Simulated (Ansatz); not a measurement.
Geometry relaxation of Sn8O (part 1 of 2)

System: Sn8O (slab, 9 atoms in the cell).
Method: DFT PBEsol, scalar-relativistic, plane waves, PAW, no spin polarisation (Ansatz 0.2.0).

The structure derives from an entry of the Crystallography Open Database. The input holds or restrains some coordinates. Forces given for the steps count only the free coordinates. It belongs to a series of runs on one base structure; here: O over the place (0/6, 3/6) of the surface cell, its height relaxed. Figures and captions count atoms from 1; the log counts them from 0 in places.

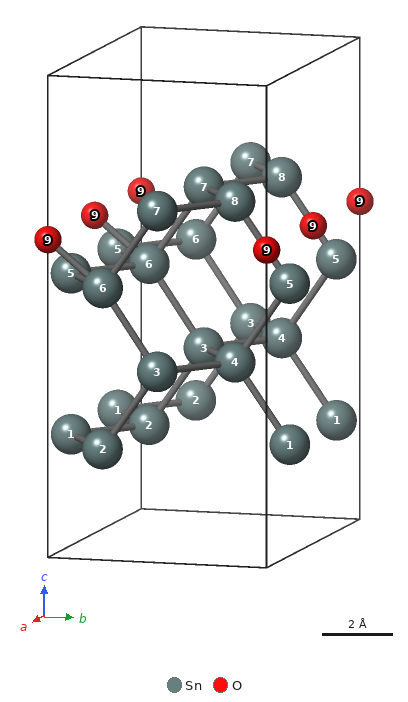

Fig. 1: The starting structure (ball-and-stick view of the 2 × 1 repeat of the cell, with the vacuum cut short, seen slightly off an axis; atoms are numbered from 1 in the order of the input). An atom can appear more than once, as a periodic image.

## Results in brief

```tsv
quantity	value
outcome	converged under the restraints of the input
electrons treated	118
free energy	−48153.3606 eV
work function, top face	4.32 eV
work function, bottom face	4.41 eV
Fermi energy	−0.165 eV
gap on the k-point mesh	none (metallic)
final volume	784.86 Å³
work function (upper face)	4.32 eV
largest force (length of the vector) at the end, held atoms and coordinates included	2.110 eV/Å
hardware	2 threads of Intel Xeon @ 2.50GHz (Skylake/Cascade Lake), 192 GiB of memory available, shared host
wall time	3.9 min (CPU time 7.5 min)
peak memory	1.3 GiB
```

## Remarks

Warnings of the run: the exchange-correlation potential is rough where the density is thin.

## Input file
```yaml
crystal:
  lattice:
    - [4.6255804186, 0.0, 0.0]
    - [0.0, 6.5415585618, 0.0]
    - [0.0, 0.0, 25.9383706279]
  atoms:
    - { symbol: Sn, position: [0.5, 0.0, 0.3276998437] }
    - { symbol: Sn, position: [0.0, 0.25, 0.3276998437] }
    - { symbol: Sn, position: [0.0, 0.5, 0.416864666] }
    - { symbol: Sn, position: [0.5, 0.75, 0.416864666] }
    - { symbol: Sn, position: [0.5, -0.0008212281, 0.507759393] }
    - { symbol: Sn, position: [0.0, 0.2508212281, 0.507759393] }
    - { symbol: Sn, position: [0.0, 0.5006201598, 0.5966396219] }
    - { symbol: Sn, position: [0.5, 0.7493798402, 0.5966396219] }
    - { symbol: O, position: [0.0, 1.0006201598, 0.5588577576] }
basis:
  ecutwfc: 420
kpoints:
  mp_grid: { grid: [6, 5, 1] }
hamiltonian:
  xc: pbesol
scf:
  occupations: { method: gaussian, width: 0.1 }
output:
  forces: true
  eigenvalues: true
  write_density: true
  write_potential: true
  elf: true
  volumetric_format: npy
relax:
  adjacent_minimum: "off"
  f_tol: 0.02
  max_steps: 25
  constraints: [{ sites: [0, 1, 2, 3, 4, 5, 6, 7] }, { site: 8, fix: xy }]
efield:
  axis: 3
  dipole_correction: true
  ramp_width: 0.04
```

Run as:
```bash
ansatz run input.yaml --threads 2 --pin off --max-ram 5120MiB --backend cpu --events-out ev --progress --plain --runs-dir out
```

## Output
```
Engine: ansatz 0.2.0, x86_64-unknown-linux-gnu
Pseudopotentials: kind: paw
Pseudopotential: Sn, paw, valence charge 14, recommended cutoff 420 eV (normal), Sn.paw.azcp
Pseudopotential: O, paw, valence charge 6, recommended cutoff 420 eV (normal), O.paw.azcp
Functional definition: PBEsol
  exchange = pbesol_x
  correlation = pbesol_c
Crystal: 9 atoms, lattice volume = 784.856 Å³
Basis set: ecut = 420 eV, 15333 PW (Γ), exchange–correlation on 64×90×360 points (8 copies of the dense FFT grid, shifted against one another)
Bands: 71, of which v1, the nominal top of the filled ones, is band 59 counted from 1 (58 counted from 0)
Symmetry: 2 space group operations
Space group: Pm (ITA 6), of the structure as read, at distance tolerance 9.2e-5 Å
k-points: 12 of 30 (time reversal used)
Non-local potential: Sn, projectors of the file, l = 0: 2, l = 1: 2, l = 2: 2, l = 3: 2
Non-local potential: O, projectors of the file, l = 0: 2, l = 1: 2, l = 2: 1
PAW form: soft (Blöchl's): semilocal exchange-correlation on the pseudo side does not see the compensation charge
PAW frozen core: Sn, regenerated for the run's functional, and the local potential with it (the file was generated under x = pbe(κ = 0.804, μ = 0.2195149727645171), c = pbe(β = 0.06672455060314922))
PAW frozen core: O, regenerated for the run's functional, and the local potential with it (the file was generated under x = pbe(κ = 0.804, μ = 0.2195149727645171), c = pbe(β = 0.06672455060314922))
PAW one-centre angular grid: Sn, 590 points (default); XC on 64 Gauss nodes
PAW one-centre angular grid: O, 110 points (default); XC on 64 Gauss nodes
Initial density: superposition of atomic densities (neutral atoms: chi_scale 0, normalization atom), corrected by the library's trained network
Initial wavefunctions: pseudopotential atomic-orbital guess
Functional: x = pbesol(κ = 0.804, μ = 0.12345679012345678), c = pbesol(β = 0.046)
SCF iter   1: F=—  HF=-48153.300971 eV  |F-HF|=—  |Δ(HF+E_count)|=         —  Δρ=5.31e-3  dr2=6.64e-1  ethr=1.77e-3  p=0.021 e·Å  D=4.84e-3 V/Å  ΔV_dip=-0.13 eV  dr2_dipole=1.27e-1  V_vac-E_F(+/−)=4.33/4.45 eV  ⟨swp⟩=9.6  Hψ=3705  notcnv=0  defer=3
efield: sawtooth ramp at fractional position 0.9422 (placed from the atoms, in the widest stretch of the axis that holds none; the zero of the levels goes with the place), width 0.0400; the density the first Hamiltonian is built on has a dipole p = 0.021 e·Å; the dipole correction subtracts the counter field D = 4.84e-3 V/Å, which shifts the + side's vacuum level by -0.13 eV against the − side's; the planar-averaged density in the ramp window peaks in size at 1.2e-6 e/Å³
preconditioner: auto → LDOS  [metal: Δε(μ)=0.050 eV  Ē_g=18.356 eV  σ=0.100 eV  W_gap=0.27  n_scr=118 (ndim 8)  ℏωp=14.4 eV  f_vac=0.602  D(μ)=7.69/eV (n_scr^D=24)  β→1.0]
SCF iter   2: F=—  HF=-48153.267435 eV  |F-HF|=—  |Δ(HF+E_count)|=   3.35e-2  Δρ=1.47e-3  dr2=2.63e-2  ethr=5.63e-4  p=0.023 e·Å  D=5.40e-3 V/Å  ΔV_dip=-0.14 eV  dr2_dipole=2.64e-3  V_vac-E_F(+/−)=4.31/4.45 eV  ⟨swp⟩=2.1  Hψ=1078  notcnv=0  defer=38
SCF iter   3: F=—  HF=-48153.264527 eV  |F-HF|=—  |Δ(HF+E_count)|=   2.91e-3  Δρ=7.17e-4  dr2=6.89e-3  ethr=2.23e-5  p=0.021 e·Å  D=4.74e-3 V/Å  ΔV_dip=-0.12 eV  dr2_dipole=2.19e-4  V_vac-E_F(+/−)=4.30/4.42 eV  ⟨swp⟩=2.0  Hψ=1547  notcnv=0  defer=38
SCF iter   4: F=—  HF=-48153.263164 eV  |F-HF|=—  |Δ(HF+E_count)|=   1.36e-3  Δρ=1.88e-4  dr2=6.05e-4  ethr=5.84e-6  p=0.020 e·Å  D=4.52e-3 V/Å  ΔV_dip=-0.12 eV  dr2_dipole=1.15e-5  V_vac-E_F(+/−)=4.30/4.42 eV  ⟨swp⟩=2.0  Hψ=1521  notcnv=0  defer=38
SCF iter   5: F=—  HF=-48153.263162 eV  |F-HF|=—  |Δ(HF+E_count)|=   2.64e-6  Δρ=6.87e-5  dr2=6.64e-5  ethr=5.13e-7  p=0.019 e·Å  D=4.41e-3 V/Å  ΔV_dip=-0.11 eV  dr2_dipole=1.54e-6  V_vac-E_F(+/−)=4.30/4.41 eV  ⟨swp⟩=2.1  Hψ=1530  notcnv=0  defer=38
SCF iter   6: F=-48153.263157 eV  HF=-48153.263158 eV  |F-HF|=1.33e-6  |Δ(HF+E_count)|=   3.34e-6  Δρ=1.66e-5  dr2=5.85e-6  ethr=8.47e-9  p=0.019 e·Å  D=4.33e-3 V/Å  ΔV_dip=-0.11 eV  dr2_dipole=7.92e-7  V_vac-E_F(+/−)=4.30/4.41 eV  ⟨swp⟩=25.6  Hψ=9990  notcnv=0
SCF 1 converged in 6 iterations: F = -48153.263157 eV  dr2 = 5.85e-6
  greatest PAW one-centre occupation: 0.992 electrons in one spin orbital (limit 2), on the Sn atom at site 4 (counted from 0), in its partial waves of l = 2
relax step   1: F+E_penalty+E_count = -48153.26315691 eV  Δ(F+E_penalty+E_count) = +0.000e0 eV  max|allowed force component| = 6.103e-1 eV/Å  Δτ_max = 0.0000 Å  (6 SCF iters, dr2 threshold 1.00e-5 eV, accepted)
Initial density: handed on by an earlier stage of this run
Initial wavefunctions: those handed on with the density
iter 1 solved again at ethr=2.96e-5 eV; its pass at ethr=3.10e-3 eV (dr2=3.50e-2 eV) is discarded
SCF iter   1: F=—  HF=-48153.321136 eV  |F-HF|=—  |Δ(HF+E_count)|=         —  Δρ=2.20e-3  dr2=3.83e-2  ethr=2.96e-5  p=0.019 e·Å  D=4.33e-3 V/Å  ΔV_dip=-0.11 eV  dr2_dipole=4.68e-3  V_vac-E_F(+/−)=4.30/4.42 eV  ⟨swp⟩=1.9  Hψ=2340  notcnv=0  defer=39
efield: sawtooth ramp at fractional position 0.9422 (handed on by an earlier solve), width 0.0400; the density the first Hamiltonian is built on has a dipole p = 0.019 e·Å; the dipole correction subtracts the counter field D = 4.33e-3 V/Å, which shifts the + side's vacuum level by -0.11 eV against the − side's; the planar-averaged density in the ramp window peaks in size at 3.5e-7 e/Å³
preconditioner: auto → LDOS  [metal: Δε(μ)=0.024 eV  Ē_g=18.430 eV  σ=0.100 eV  W_gap=0.14  n_scr=118 (ndim 8)  ℏωp=14.4 eV  f_vac=0.602  D(μ)=8.66/eV (n_scr^D=34)  β→1.0]
SCF iter   2: F=—  HF=-48153.313947 eV  |F-HF|=—  |Δ(HF+E_count)|=   7.19e-3  Δρ=5.77e-4  dr2=3.72e-3  ethr=2.96e-5  p=0.018 e·Å  D=4.07e-3 V/Å  ΔV_dip=-0.11 eV  dr2_dipole=4.87e-4  V_vac-E_F(+/−)=4.30/4.41 eV  ⟨swp⟩=2.0  Hψ=1041  notcnv=0  defer=39
SCF iter   3: F=—  HF=-48153.314302 eV  |F-HF|=—  |Δ(HF+E_count)|=   3.55e-4  Δρ=3.14e-4  dr2=1.15e-3  ethr=3.15e-6  p=0.017 e·Å  D=3.97e-3 V/Å  ΔV_dip=-0.10 eV  dr2_dipole=5.71e-5  V_vac-E_F(+/−)=4.31/4.41 eV  ⟨swp⟩=2.0  Hψ=1523  notcnv=0  defer=39
SCF iter   4: F=—  HF=-48153.314051 eV  |F-HF|=—  |Δ(HF+E_count)|=   2.50e-4  Δρ=8.84e-5  dr2=1.23e-4  ethr=9.77e-7  p=0.018 e·Å  D=4.05e-3 V/Å  ΔV_dip=-0.11 eV  dr2_dipole=8.29e-6  V_vac-E_F(+/−)=4.30/4.41 eV  ⟨swp⟩=2.0  Hψ=1524  notcnv=0  defer=39
SCF iter   5: F=—  HF=-48153.314038 eV  |F-HF|=—  |Δ(HF+E_count)|=   1.32e-5  Δρ=3.14e-5  dr2=2.77e-5  ethr=1.04e-7  p=0.018 e·Å  D=4.08e-3 V/Å  ΔV_dip=-0.11 eV  dr2_dipole=7.04e-7  V_vac-E_F(+/−)=4.30/4.41 eV  ⟨swp⟩=2.0  Hψ=1523  notcnv=0  defer=39
SCF iter   6: F=-48153.314034 eV  HF=-48153.314037 eV  |F-HF|=2.55e-6  |Δ(HF+E_count)|=   1.24e-6  Δρ=1.51e-5  dr2=4.82e-6  ethr=1.97e-8  p=0.018 e·Å  D=4.13e-3 V/Å  ΔV_dip=-0.11 eV  dr2_dipole=1.38e-7  V_vac-E_F(+/−)=4.30/4.41 eV  ⟨swp⟩=22.9  Hψ=8108  notcnv=0
SCF 2 converged in 6 iterations: F = -48153.314034 eV  dr2 = 4.82e-6
  Residual-converged pass: ⟨swp⟩=1.0  Hψ=900  notcnv=0  max |occ|·‖R‖ = 7.0e-9 eV (tolerance 1.0e-8 eV)  dr2=4.82e-6  dr2_onsite=6.02e-8  max |Δocc| = 9.2e-11
relax step   2: F+E_penalty+E_count = -48153.31403442 eV  Δ(F+E_penalty+E_count) = -5.088e-2 eV  max|allowed force component| = 4.826e-1 eV/Å  Δτ_max = 0.0919 Å  (6 SCF iters, dr2 threshold 2.33e-5 eV, accepted)
SCF iter   1: F=—  HF=-48153.397150 eV  |F-HF|=—  |Δ(HF+E_count)|=         —  Δρ=4.89e-3  dr2=2.34e-1  ethr=1.46e-3  p=0.018 e·Å  D=4.13e-3 V/Å  ΔV_dip=-0.11 eV  dr2_dipole=3.68e-2  V_vac-E_F(+/−)=4.33/4.43 eV  ⟨swp⟩=3.7  Hψ=2403  notcnv=0  defer=28
efield: sawtooth ramp at fractional position 0.9422 (handed on by an earlier solve), width 0.0400; the density the first Hamiltonian is built on has a dipole p = 0.018 e·Å; the dipole correction subtracts the counter field D = 4.13e-3 V/Å, which shifts the + side's vacuum level by -0.11 eV against the − side's; the planar-averaged density in the ramp window peaks in size at 3.3e-7 e/Å³
preconditioner: auto → LDOS  [metal: Δε(μ)=0.011 eV  Ē_g=18.474 eV  σ=0.100 eV  W_gap=0.06  n_scr=118 (ndim 8)  ℏωp=14.4 eV  f_vac=0.602  D(μ)=9.15/eV (n_scr^D=38)  β→1.0]
SCF iter   2: F=—  HF=-48153.359956 eV  |F-HF|=—  |Δ(HF+E_count)|=   3.72e-2  Δρ=1.25e-3  dr2=2.23e-2  ethr=1.98e-4  p=0.013 e·Å  D=3.11e-3 V/Å  ΔV_dip=-0.08 eV  dr2_dipole=3.67e-3  V_vac-E_F(+/−)=4.33/4.41 eV  ⟨swp⟩=2.0  Hψ=1282  notcnv=0  defer=37
SCF iter   3: F=—  HF=-48153.361086 eV  |F-HF|=—  |Δ(HF+E_count)|=   1.13e-3  Δρ=7.12e-4  dr2=4.61e-3  ethr=1.89e-5  p=0.013 e·Å  D=2.89e-3 V/Å  ΔV_dip=-0.07 eV  dr2_dipole=1.35e-4  V_vac-E_F(+/−)=4.33/4.41 eV  ⟨swp⟩=2.0  Hψ=1521  notcnv=0  defer=37
SCF iter   4: F=—  HF=-48153.359798 eV  |F-HF|=—  |Δ(HF+E_count)|=   1.29e-3  Δρ=2.11e-4  dr2=5.63e-4  ethr=3.90e-6  p=0.013 e·Å  D=3.04e-3 V/Å  ΔV_dip=-0.08 eV  dr2_dipole=1.93e-5  V_vac-E_F(+/−)=4.33/4.41 eV  ⟨swp⟩=2.0  Hψ=1523  notcnv=0  defer=37
SCF iter   5: F=—  HF=-48153.359716 eV  |F-HF|=—  |Δ(HF+E_count)|=   8.24e-5  Δρ=6.31e-5  dr2=1.12e-4  ethr=4.77e-7  p=0.014 e·Å  D=3.12e-3 V/Å  ΔV_dip=-0.08 eV  dr2_dipole=2.64e-6  V_vac-E_F(+/−)=4.33/4.41 eV  ⟨swp⟩=2.0  Hψ=1516  notcnv=0  defer=37
SCF iter   6: F=—  HF=-48153.359714 eV  |F-HF|=—  |Δ(HF+E_count)|=   1.77e-6  Δρ=3.29e-5  dr2=2.68e-5  ethr=9.50e-8  p=0.014 e·Å  D=3.22e-3 V/Å  ΔV_dip=-0.08 eV  dr2_dipole=7.61e-7  V_vac-E_F(+/−)=4.32/4.41 eV  ⟨swp⟩=2.0  Hψ=932  notcnv=0  defer=37
SCF iter   7: F=-48153.359709 eV  HF=-48153.359713 eV  |F-HF|=4.25e-6  |Δ(HF+E_count)|=   4.79e-7  Δρ=1.81e-5  dr2=6.53e-6  ethr=1.23e-8  p=0.014 e·Å  D=3.28e-3 V/Å  ΔV_dip=-0.09 eV  dr2_dipole=2.94e-8  V_vac-E_F(+/−)=4.32/4.41 eV  ⟨swp⟩=23.0  Hψ=8823  notcnv=0
SCF 3 converged in 7 iterations: F = -48153.359709 eV  dr2 = 6.53e-6
  Residual-converged pass: ⟨swp⟩=1.1  Hψ=903  notcnv=0  max |occ|·‖R‖ = 6.9e-9 eV (tolerance 1.0e-8 eV)  dr2=6.53e-6  dr2_onsite=1.60e-7  max |Δocc| = 1.3e-10
relax step   3: F+E_penalty+E_count = -48153.35970907 eV  Δ(F+E_penalty+E_count) = -4.567e-2 eV  max|allowed force component| = 8.267e-2 eV/Å  Δτ_max = 0.1950 Å  (7 SCF iters, dr2 threshold 1.46e-5 eV, accepted)
SCF iter   1: F=—  HF=-48153.361144 eV  |F-HF|=—  |Δ(HF+E_count)|=         —  Δρ=5.82e-4  dr2=2.94e-3  ethr=2.55e-5  p=0.014 e·Å  D=3.28e-3 V/Å  ΔV_dip=-0.09 eV  dr2_dipole=4.59e-4  V_vac-E_F(+/−)=4.32/4.41 eV  ⟨swp⟩=2.0  Hψ=1870  notcnv=0  defer=11
efield: sawtooth ramp at fractional position 0.9422 (handed on by an earlier solve), width 0.0400; the density the first Hamiltonian is built on has a dipole p = 0.014 e·Å; the dipole correction subtracts the counter field D = 3.28e-3 V/Å, which shifts the + side's vacuum level by -0.09 eV against the − side's; the planar-averaged density in the ramp window peaks in size at 4.2e-7 e/Å³
preconditioner: auto → LDOS  [metal: Δε(μ)=0.013 eV  Ē_g=18.460 eV  σ=0.100 eV  W_gap=0.07  n_scr=118 (ndim 8)  ℏωp=14.4 eV  f_vac=0.602  D(μ)=9.34/eV (n_scr^D=40)  β→1.0]
SCF iter   2: F=—  HF=-48153.360606 eV  |F-HF|=—  |Δ(HF+E_count)|=   5.38e-4  Δρ=1.58e-4  dr2=2.83e-4  ethr=2.49e-6  p=0.015 e·Å  D=3.43e-3 V/Å  ΔV_dip=-0.09 eV  dr2_dipole=3.58e-5  V_vac-E_F(+/−)=4.32/4.41 eV  ⟨swp⟩=2.0  Hψ=1203  notcnv=0  defer=12
SCF iter   3: F=—  HF=-48153.360604 eV  |F-HF|=—  |Δ(HF+E_count)|=   2.47e-6  Δρ=8.60e-5  dr2=5.97e-5  ethr=2.40e-7  p=0.015 e·Å  D=3.45e-3 V/Å  ΔV_dip=-0.09 eV  dr2_dipole=1.96e-6  V_vac-E_F(+/−)=4.32/4.41 eV  ⟨swp⟩=2.2  Hψ=1526  notcnv=0  defer=12
SCF iter   4: F=—  HF=-48153.360587 eV  |F-HF|=—  |Δ(HF+E_count)|=   1.68e-5  Δρ=2.28e-5  dr2=7.02e-6  ethr=5.06e-8  p=0.015 e·Å  D=3.45e-3 V/Å  ΔV_dip=-0.09 eV  dr2_dipole=2.78e-7  V_vac-E_F(+/−)=4.32/4.41 eV  ⟨swp⟩=2.1  Hψ=1526  notcnv=0  defer=12
SCF iter   5: F=—  HF=-48153.360587 eV  |F-HF|=—  |Δ(HF+E_count)|=   1.61e-8  Δρ=6.14e-6  dr2=1.04e-6  ethr=5.95e-9  p=0.015 e·Å  D=3.44e-3 V/Å  ΔV_dip=-0.09 eV  dr2_dipole=2.16e-8  V_vac-E_F(+/−)=4.32/4.41 eV  ⟨swp⟩=2.0  Hψ=1522  notcnv=0  defer=12
SCF iter   6: F=-48153.360587 eV  HF=-48153.360587 eV  |F-HF|=2.65e-8  |Δ(HF+E_count)|=   1.53e-7  Δρ=2.59e-6  dr2=1.58e-7  ethr=3.62e-10  p=0.015 e·Å  D=3.43e-3 V/Å  ΔV_dip=-0.09 eV  dr2_dipole=2.53e-9  V_vac-E_F(+/−)=4.32/4.41 eV  ⟨swp⟩=19.0  Hψ=7320  notcnv=0
SCF 4 converged in 6 iterations: F = -48153.360587 eV  dr2 = 1.58e-7
relax step   4: F+E_penalty+E_count = -48153.36058718 eV  Δ(F+E_penalty+E_count) = -8.781e-4 eV  max|allowed force component| = 2.610e-3 eV/Å  Δτ_max = 0.0221 Å  (6 SCF iters, dr2 threshold 4.27e-7 eV, accepted)
iter 1 solved again at ethr=1.35e-10 eV; its pass at ethr=3.10e-3 eV (dr2=1.60e-7 eV) is discarded
SCF iter   1: F=—  HF=-48153.360618 eV  |F-HF|=—  |Δ(HF+E_count)|=         —  Δρ=2.68e-6  dr2=1.60e-7  ethr=1.35e-10  p=0.015 e·Å  D=3.43e-3 V/Å  ΔV_dip=-0.09 eV  dr2_dipole=1.48e-9  V_vac-E_F(+/−)=4.32/4.41 eV  ⟨swp⟩=1.0  Hψ=2064  notcnv=0
efield: sawtooth ramp at fractional position 0.9422 (handed on by an earlier solve), width 0.0400; the density the first Hamiltonian is built on has a dipole p = 0.015 e·Å; the dipole correction subtracts the counter field D = 3.43e-3 V/Å, which shifts the + side's vacuum level by -0.09 eV against the − side's; the planar-averaged density in the ramp window peaks in size at 4.2e-7 e/Å³
preconditioner: auto → LDOS  [metal: Δε(μ)=0.003 eV  Ē_g=18.453 eV  σ=0.100 eV  W_gap=0.02  n_scr=118 (ndim 8)  ℏωp=14.4 eV  f_vac=0.602  D(μ)=9.35/eV (n_scr^D=40)  β→1.0]
SCF iter   2: F=-48153.360587 eV  HF=-48153.360587 eV  |F-HF|=3.36e-8  |Δ(HF+E_count)|=   3.06e-5  Δρ=1.76e-6  dr2=7.39e-8  ethr=8.47e-11  p=0.015 e·Å  D=3.43e-3 V/Å  ΔV_dip=-0.09 eV  dr2_dipole=4.72e-10  V_vac-E_F(+/−)=4.32/4.41 eV  ⟨swp⟩=9.4  Hψ=6057  notcnv=0
SCF 5 converged in 2 iterations: F = -48153.360587 eV  dr2 = 7.39e-8
relax step   5: F+E_penalty+E_count = -48153.36058724 eV  Δ(F+E_penalty+E_count) = -5.138e-8 eV  max|allowed force component| = 2.615e-3 eV/Å  Δτ_max = 0.0000 Å  (2 SCF iters, accepted)
```

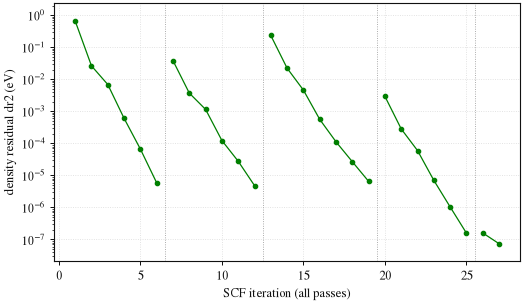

Fig. 2: Convergence of the self-consistent field: density residual dr2 against the SCF iteration. The dotted lines part the SCF passes of the relaxation: geometry steps, rejected trials and re-solves on a re-selected basis. The 5 passes take 2 to 7 iterations each, 27 in all.

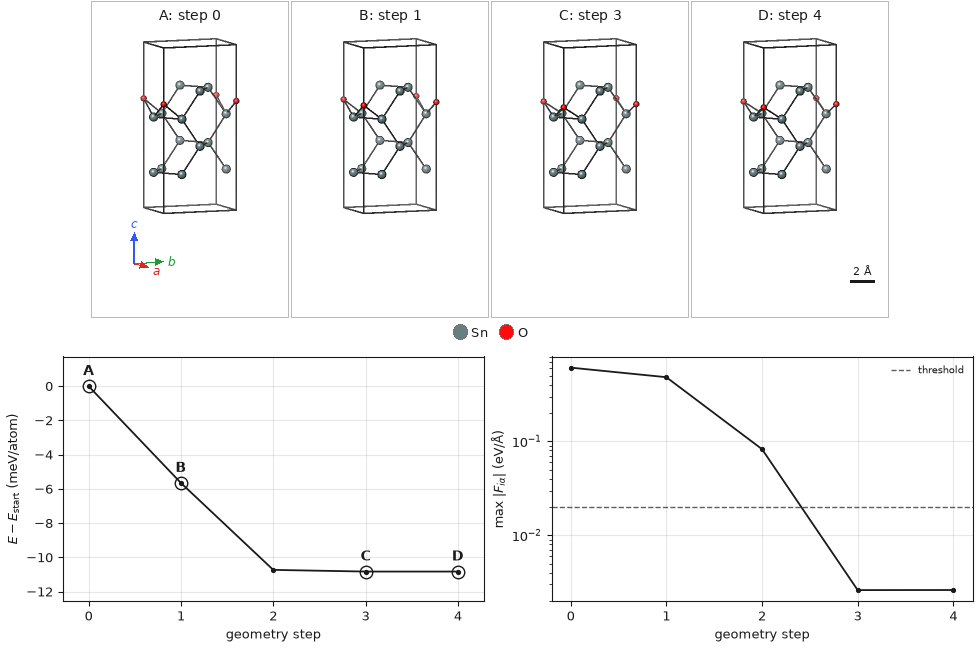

Fig. 3: Frames of the restrained relaxation (ball-and-stick view of the cell of the calculation, with the vacuum cut short, seen slightly off an axis) above the curves, on which the letters mark them (the first geometry is step 0 here and step 1 in the log).
